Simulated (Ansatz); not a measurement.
```yaml
crystal:
  lattice:
    - [4.68338, 0.00000, 0.00000]
    - [-2.34169, 4.05593, 0.00000]
    - [0.00000, 0.00000, 11.50875]
  atoms:
    - { symbol: Bi, position: [0.00000, 0.00000, 0.23895] }
    - { symbol: Bi, position: [0.66667, 0.33333, 0.57228] }
    - { symbol: Bi, position: [0.33333, 0.66667, 0.90561] }
    - { symbol: Bi, position: [0.66667, 0.33333, 0.09439] }
    - { symbol: Bi, position: [0.33333, 0.66667, 0.42772] }
    - { symbol: Bi, position: [0.00000, 0.00000, 0.76105] }
```

Space group R-3m; changed on purpose from its base cell (strained and moved within a subgroup).

These are results of Ansatz, DFT PBE, scalar-relativistic, plane waves, PAW, not measurements.

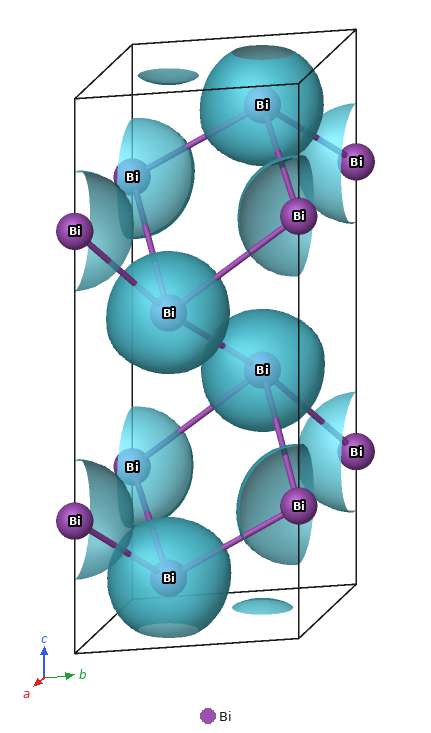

Bi. Isosurface of the valence charge density (pseudo) at 0.3 e/Å³ (cyan), seen slightly off an axis. Sticks mark near contacts.

Which contacts does the surface bridge?

Answer. At this value the density breaks into separate islands; it holds about 80 % of the electrons treated as valence (semicore included). It bridges none of the near contacts. It is pinched off along the shortest Bi–Bi (3.17 Å) and Bi–Bi (3.47 Å) contacts. On the grid the lowest density along these lines, outside the cores, is 0.25 e/Å³ (Bi–Bi, 3.17 Å) and 0.14 e/Å³ (Bi–Bi, 3.47 Å).

Metal or insulator at this level of theory?

Answer. It is gapless in this calculation (a metal or semimetal).
